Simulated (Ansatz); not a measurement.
# Two runs on Ti$_{12}$Si

System: Ti$_{12}$Si (slab, 13 atoms in the cell).
Method of the first run: DFT PBE+D3(BJ), scalar-relativistic, plane waves, PAW, PAW set soft_1, no spin polarisation (Ansatz 0.2.0).

The structure derives from an entry of the Crystallography Open Database. Text and figures count atoms from 1; the logs count them from 0 in places.

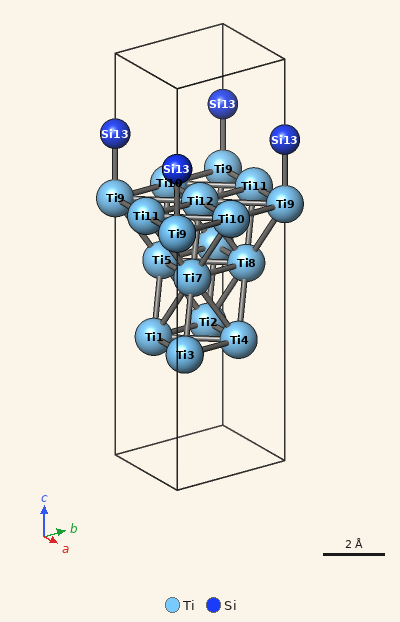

Fig. 1: The structure (ball-and-stick view of the cell of the calculation, with the vacuum cut short, seen slightly off an axis; atoms are numbered from 1 in the order of the input). An atom can appear more than once, as a periodic image.

Input, the first run:
```yaml
crystal:
  lattice:
    - [5.7099611372, 0.0, 0.0]
    - [-2.8549805686, 4.9449713995, 0.0]
    - [0.0, 0.0, 21.4932633465]
  atoms:
    - { symbol: Ti, position: [0.3333333333, 0.1666666667, 0.1861048244] }
    - { symbol: Ti, position: [0.3333333333, 0.6666666667, 0.1861048244] }
    - { symbol: Ti, position: [0.8333333333, 0.1666666667, 0.1861048244] }
    - { symbol: Ti, position: [0.8333333333, 0.6666666667, 0.1861048244] }
    - { symbol: Ti, position: [0.1666666667, 0.3333333333, 0.2907832195] }
    - { symbol: Ti, position: [0.1666666667, 0.8333333333, 0.2907832195] }
    - { symbol: Ti, position: [0.6666666667, 0.3333333333, 0.2907832195] }
    - { symbol: Ti, position: [0.6666666667, 0.8333333333, 0.2907832195] }
    - { symbol: Ti, position: [0.0, 0.0, 0.3951593208] }
    - { symbol: Ti, position: [0.0, 0.5, 0.3951593208] }
    - { symbol: Ti, position: [0.5, 0.0, 0.3951593208] }
    - { symbol: Ti, position: [0.5, 0.5, 0.3951593208] }
    - { symbol: Si, position: [0.0, 0.0, 0.4975169742] }
basis:
  ecutwfc: 420
kpoints:
  mp_grid: { grid: [6, 6, 1] }
hamiltonian:
  xc: pbe
  pseudopotentials: { kind: paw, azcp: { folder: soft_1 } }
  dispersion: d3bj
scf:
  occupations: { method: gaussian, width: 0.1 }
output:
  forces: true
  eigenvalues: true
efield:
  axis: 3
  dipole_correction: true
  ramp_width: 0.04
```

Launched with:
```bash
ansatz run input.yaml --threads 2 --pin off --max-ram 6144MiB --backend cpu --events-out ev --progress --plain --runs-dir out
```

Hardware: 2 threads of Arm Neoverse V1, 24 GiB of memory available, shared host.

Output, shortened to warnings, some set-up lines, iterations and results (the first run):
```
Basis set: ecut = 420 eV, 11903 PW (Γ), exchange–correlation on 80×80×288 points (8 copies of the dense FFT grid, shifted against one another)
Symmetry: 6 space group operations
k-points: 7 of 36 (time reversal used)
Initial density: superposition of atomic densities (neutral atoms: chi_scale 0, normalization atom)
[...]
SCF iter   1: F=—  HF=-30643.614212 eV  |F-HF|=—  |Δ(HF+E_count)|=         —  Δρ=6.04e-2  dr2=2.03e2  ethr=3.10e-3  p=0.000 e·Å  D=8.29e-7 V/Å  ΔV_dip=-0.00 eV  …
SCF iter   2: F=—  HF=-30660.406582 eV  |F-HF|=—  |Δ(HF+E_count)|=    1.68e1  Δρ=7.07e-2  dr2=8.68e2  ethr=3.10e-3  p=0.757 e·Å  D=2.26e-1 V/Å  ΔV_dip=-4.85 eV  …
SCF iter   3: F=—  HF=-30631.656122 eV  |F-HF|=—  |Δ(HF+E_count)|=    2.88e1  Δρ=2.51e-2  dr2=3.73e1  ethr=3.10e-3  p=0.119 e·Å  D=3.56e-2 V/Å  ΔV_dip=-0.77 eV  …
SCF iter   4: F=—  HF=-30629.603168 eV  |F-HF|=—  |Δ(HF+E_count)|=    2.05e0  Δρ=1.41e-2  dr2=4.20e0  ethr=3.10e-3  p=-0.330 e·Å  D=-9.84e-2 V/Å  ΔV_dip=2.11 eV  …
SCF iter   5: F=—  HF=-30629.352326 eV  |F-HF|=—  |Δ(HF+E_count)|=   2.51e-1  Δρ=3.52e-3  dr2=3.65e-1  ethr=2.84e-3  p=0.065 e·Å  D=1.93e-2 V/Å  ΔV_dip=-0.41 eV  …
SCF iter   6: F=—  HF=-30629.363617 eV  |F-HF|=—  |Δ(HF+E_count)|=   1.13e-2  Δρ=1.49e-3  dr2=4.78e-2  ethr=2.47e-4  p=0.146 e·Å  D=4.36e-2 V/Å  ΔV_dip=-0.94 eV  …
SCF iter   7: F=—  HF=-30629.354394 eV  |F-HF|=—  |Δ(HF+E_count)|=   9.22e-3  Δρ=7.43e-4  dr2=1.24e-2  ethr=3.23e-5  p=0.089 e·Å  D=2.66e-2 V/Å  ΔV_dip=-0.57 eV  …
SCF iter   8: F=—  HF=-30629.349382 eV  |F-HF|=—  |Δ(HF+E_count)|=   5.01e-3  Δρ=4.75e-4  dr2=5.56e-3  ethr=8.36e-6  p=0.009 e·Å  D=2.71e-3 V/Å  ΔV_dip=-0.06 eV  …
SCF iter   9: F=—  HF=-30629.348791 eV  |F-HF|=—  |Δ(HF+E_count)|=   5.91e-4  Δρ=1.38e-4  dr2=4.14e-4  ethr=3.76e-6  p=-0.037 e·Å  D=-1.10e-2 V/Å  ΔV_dip=0.24 eV  …
SCF iter  10: F=—  HF=-30629.348926 eV  |F-HF|=—  |Δ(HF+E_count)|=   1.35e-4  Δρ=4.95e-5  dr2=2.81e-5  ethr=2.80e-7  p=-0.032 e·Å  D=-9.55e-3 V/Å  ΔV_dip=0.21 eV  …
SCF iter  11: F=—  HF=-30629.349593 eV  |F-HF|=—  |Δ(HF+E_count)|=   6.66e-4  Δρ=1.49e-5  dr2=2.12e-6  ethr=1.90e-8  p=-0.032 e·Å  D=-9.68e-3 V/Å  ΔV_dip=0.21 eV  …
SCF iter  12: F=—  HF=-30629.349595 eV  |F-HF|=—  |Δ(HF+E_count)|=   2.21e-6  Δρ=4.84e-6  dr2=2.82e-7  ethr=1.43e-9  p=-0.033 e·Å  D=-9.70e-3 V/Å  ΔV_dip=0.21 eV  …
SCF iter  13: F=-30629.349595 eV  HF=-30629.349595 eV  |F-HF|=3.74e-8  |Δ(HF+E_count)|=   1.66e-7  Δρ=2.37e-6  dr2=5.80e-8  ethr=6.76e-11  p=-0.033 e·Å  D=-9.72e-3 V/Å  …
SCF 1 converged in 13 iterations: F = -30629.349595 eV  dr2 = 5.80e-8
SCF converged after 13 iterations
Free energy (F): -30629.349595 eV
Harris-Foulkes:  -30629.349595 eV  (|F-HF|=3.74e-8)
Internal energy: -30629.233021 eV  (E = F + TS)
E sigma→0 (E₀):  -30629.291308 eV
Entropy (-TS):   -0.116574 eV (-8.967 meV/atom)
Fermi energy:    1.858388 eV
Dipole field:    D = -0.009745 V/Å  (p = -0.032682 e·Å, saw-weighted, corrected)
Work function:   Φ+ = 4.8858 eV   Φ− = 4.6763 eV
Levels:          The Fermi level and band energies are counted from a zero that moves with the ramp; work functions are not
--- Per-component energies (eV) ---
  E_band       = -3532.538434
  E_kinetic    = 3426.471671
  E_local      = -126952.210619  (includes V_loc(G=0)·N_el)
  E_nonlocal   = 756.281206
  E_hartree    = 61562.812142
  E_xc         = -1447.358582
  E_vxc        = -1788.873397  (∫ρ·V_xc dr)
  E_paw        = -13022.923258  (= ΣΔE_a)
  E_vpaw       = -2098.427185  (= ΣTr[D̂ρ^β])
  E_aug_tail   = -0.000848  (compensation charges beyond the density's cutoff)
  E_efield     = 0.000159  (sawtooth field / dipole correction)
  E_vefield    = -1.411272  (∫n·V_field dr)
  E_ewald      = 45053.352714
  E_disp       = -5.657606  (pairwise vdW)
  E_smearing   = -0.116574  (= −TS)
  E_closure    = -0.000000  (closes the sum)
  Σ components = -30629.349595   (vs F -30629.349595, Δ=0.00e0)
--- Forces (eV/Å), atoms counted from 1 ---
  atom   1  Ti     0.01298864     0.00749899     0.07176815
  atom   2  Ti     0.00000000     0.00000000    -0.01487388
  atom   3  Ti    -0.01298864     0.00749899     0.07176815
  atom   4  Ti     0.00000000    -0.01499798     0.07176815
  atom   5  Ti    -0.00000000     0.23735096    -0.22625866
  atom   6  Ti     0.20555196    -0.11867548    -0.22625866
  atom   7  Ti    -0.00000000    -0.00000000    -0.05386089
  atom   8  Ti    -0.20555196    -0.11867548    -0.22625866
  atom   9  Ti    -0.00000000    -0.00000000    -3.45839210
  atom  10  Ti     0.07018595     0.04052188     0.85535339
  atom  11  Ti     0.00000000    -0.08104375     0.85535339
  atom  12  Ti    -0.07018595     0.04052188     0.85535339
  atom  13  Si     0.00000000     0.00000000     1.42451710
  max |Σ_I F_I| component: 2.11e-5 eV/Å
```

For the second run the input was changed thus:
```diff
-    - { symbol: Si, position: [0.0, 0.0, 0.4975169742] }
+    - { symbol: Si, position: [0.0833333333, 0.1666666667, 0.4975169742] }
```

How does the second run compare with the first run?

With the same functional and potentials, the second run lies 24.4 meV per atom lower. The largest force goes from 3.458 to 1.365 eV/Å. The work function goes from 4.89 to 5.08 eV. The SCF takes 12 iterations against 13. The irreducible k-points go from 7 to 13.

Output, shortened to warnings, some set-up lines, iterations and results (the second run):
```
Basis set: ecut = 420 eV, 11903 PW (Γ), exchange–correlation on 80×80×288 points (8 copies of the dense FFT grid, shifted against one another)
Symmetry: 2 space group operations
k-points: 13 of 36 (time reversal used)
Initial density: superposition of atomic densities (neutral atoms: chi_scale 0, normalization atom)
[...]
SCF iter   1: F=—  HF=-30643.479868 eV  |F-HF|=—  |Δ(HF+E_count)|=         —  Δρ=5.74e-2  dr2=2.02e2  ethr=3.10e-3  p=0.000 e·Å  D=8.29e-7 V/Å  ΔV_dip=-0.00 eV  …
SCF iter   2: F=—  HF=-30638.855531 eV  |F-HF|=—  |Δ(HF+E_count)|=    4.62e0  Δρ=4.85e-2  dr2=1.53e2  ethr=3.10e-3  p=-0.105 e·Å  D=-3.12e-2 V/Å  ΔV_dip=0.67 eV  …
SCF iter   3: F=—  HF=-30629.703228 eV  |F-HF|=—  |Δ(HF+E_count)|=    9.15e0  Δρ=1.03e-2  dr2=2.00e0  ethr=3.10e-3  p=0.000 e·Å  D=1.39e-4 V/Å  ΔV_dip=-0.00 eV  …
SCF iter   4: F=—  HF=-30629.703123 eV  |F-HF|=—  |Δ(HF+E_count)|=   1.06e-4  Δρ=4.78e-3  dr2=1.34e0  ethr=1.35e-3  p=-0.066 e·Å  D=-1.96e-2 V/Å  ΔV_dip=0.42 eV  …
SCF iter   5: F=—  HF=-30629.666580 eV  |F-HF|=—  |Δ(HF+E_count)|=   3.65e-2  Δρ=1.86e-3  dr2=1.23e-1  ethr=9.03e-4  p=-0.058 e·Å  D=-1.73e-2 V/Å  ΔV_dip=0.37 eV  …
SCF iter   6: F=—  HF=-30629.664698 eV  |F-HF|=—  |Δ(HF+E_count)|=   1.88e-3  Δρ=7.21e-4  dr2=1.04e-2  ethr=8.32e-5  p=-0.058 e·Å  D=-1.72e-2 V/Å  ΔV_dip=0.37 eV  …
SCF iter   7: F=—  HF=-30629.665542 eV  |F-HF|=—  |Δ(HF+E_count)|=   8.44e-4  Δρ=2.38e-4  dr2=1.29e-3  ethr=7.04e-6  p=-0.060 e·Å  D=-1.78e-2 V/Å  ΔV_dip=0.38 eV  …
SCF iter   8: F=—  HF=-30629.665722 eV  |F-HF|=—  |Δ(HF+E_count)|=   1.80e-4  Δρ=1.55e-4  dr2=2.90e-4  ethr=8.72e-7  p=-0.063 e·Å  D=-1.87e-2 V/Å  ΔV_dip=0.40 eV  …
SCF iter   9: F=—  HF=-30629.665721 eV  |F-HF|=—  |Δ(HF+E_count)|=   1.37e-6  Δρ=3.90e-5  dr2=1.78e-5  ethr=1.96e-7  p=-0.064 e·Å  D=-1.90e-2 V/Å  ΔV_dip=0.41 eV  …
SCF iter  10: F=—  HF=-30629.666402 eV  |F-HF|=—  |Δ(HF+E_count)|=   6.82e-4  Δρ=1.49e-5  dr2=1.88e-6  ethr=1.20e-8  p=-0.064 e·Å  D=-1.92e-2 V/Å  ΔV_dip=0.41 eV  …
SCF iter  11: F=—  HF=-30629.666403 eV  |F-HF|=—  |Δ(HF+E_count)|=   7.71e-7  Δρ=5.63e-6  dr2=3.79e-7  ethr=1.27e-9  p=-0.065 e·Å  D=-1.93e-2 V/Å  ΔV_dip=0.41 eV  …
SCF iter  12: F=-30629.666404 eV  HF=-30629.666404 eV  |F-HF|=1.75e-8  |Δ(HF+E_count)|=   3.30e-7  Δρ=2.13e-6  dr2=6.34e-8  ethr=6.76e-11  p=-0.065 e·Å  D=-1.93e-2 V/Å  …
SCF 1 converged in 12 iterations: F = -30629.666404 eV  dr2 = 6.34e-8
SCF converged after 12 iterations
Free energy (F): -30629.666404 eV
Harris-Foulkes:  -30629.666404 eV  (|F-HF|=1.75e-8)
Internal energy: -30629.551259 eV  (E = F + TS)
E sigma→0 (E₀):  -30629.608832 eV
Entropy (-TS):   -0.115144 eV (-8.857 meV/atom)
Fermi energy:    1.792040 eV
Dipole field:    D = -0.019227 V/Å  (p = -0.064483 e·Å, saw-weighted, corrected)
Work function:   Φ+ = 5.0839 eV   Φ− = 4.6706 eV
Levels:          The Fermi level and band energies are counted from a zero that moves with the ramp; work functions are not
--- Per-component energies (eV) ---
  E_band       = -3542.498281
  E_kinetic    = 3425.125598
  E_local      = -126933.505383  (includes V_loc(G=0)·N_el)
  E_nonlocal   = 755.485317
  E_hartree    = 61549.673977
  E_xc         = -1446.936478
  E_vxc        = -1788.339772  (∫ρ·V_xc dr)
  E_paw        = -13022.518792  (= ΣΔE_a)
  E_vpaw       = -2097.774168  (= ΣTr[D̂ρ^β])
  E_aug_tail   = -0.000851  (compensation charges beyond the density's cutoff)
  E_efield     = 0.000620  (sawtooth field / dipole correction)
  E_vefield    = -2.783922  (∫n·V_field dr)
  E_ewald      = 45048.761688
  E_disp       = -5.636955  (pairwise vdW)
  E_smearing   = -0.115144  (= −TS)
  E_closure    = 0.000000  (closes the sum)
  Σ components = -30629.666404   (vs F -30629.666404, Δ=0.00e0)
--- Forces (eV/Å), atoms counted from 1 ---
  atom   1  Ti     0.01817276    -0.02321852     0.04945336
  atom   2  Ti     0.00000000     0.00082742     0.01676909
  atom   3  Ti    -0.01817276    -0.02321852     0.04945336
  atom   4  Ti     0.00000000    -0.00510344     0.06578425
  atom   5  Ti     0.00000000     0.23462458    -0.37658257
  atom   6  Ti     0.12712683    -0.09210671    -0.18503539
  atom   7  Ti     0.00000000     0.01637709    -0.13727949
  atom   8  Ti    -0.12712683    -0.09210671    -0.18503539
  atom   9  Ti     0.00000000     0.06327812    -1.36338322
  atom  10  Ti     0.56820807    -0.45538953     0.82877560
  atom  11  Ti     0.00000000     0.23212199     0.79245026
  atom  12  Ti    -0.56820807    -0.45538953     0.82877560
  atom  13  Si     0.00000000     0.59931638    -0.38421989
  max |Σ_I F_I| component: 7.44e-5 eV/Å
```

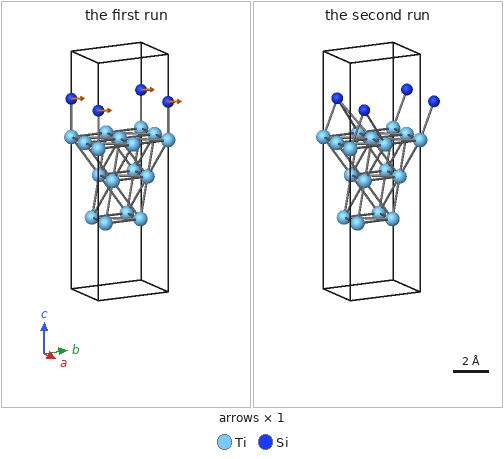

Fig. 2: The two input geometries at one scale (ball-and-stick view of the cell of the calculation, with the vacuum cut short, seen slightly off an axis). The orange arrows on the first give the shifts of the atoms relative to the cell, at true length. The largest move is that of the Si atom, 0.82 Å. Ti stays in place. The lattice vectors keep their values. Among the contacts that change: Si–Ti 3.604 → 3.098 Å, Si–Ti 2.200 → 2.349 Å.

The two runs side by side:

| quantity | the first run | the second run |
| --- | --- | --- |
| outcome | converged | converged |
| free energy per atom (eV) | −2356.1038 | −2356.1282 |
| energy per atom, smearing taken to zero (eV) | −2356.0993 | −2356.1238 |
| gap on the mesh (eV) | 0.00 | 0.00 |
| work function (eV) | 4.89 | 5.08 |
| largest force (eV/Å) | 3.458 | 1.365 |
| SCF iterations | 13 | 12 |
| irreducible k-points | 7 | 13 |
| plane waves at Γ | 11903 | 11903 |
| wall time (shared host) | 36 s | 43 s |
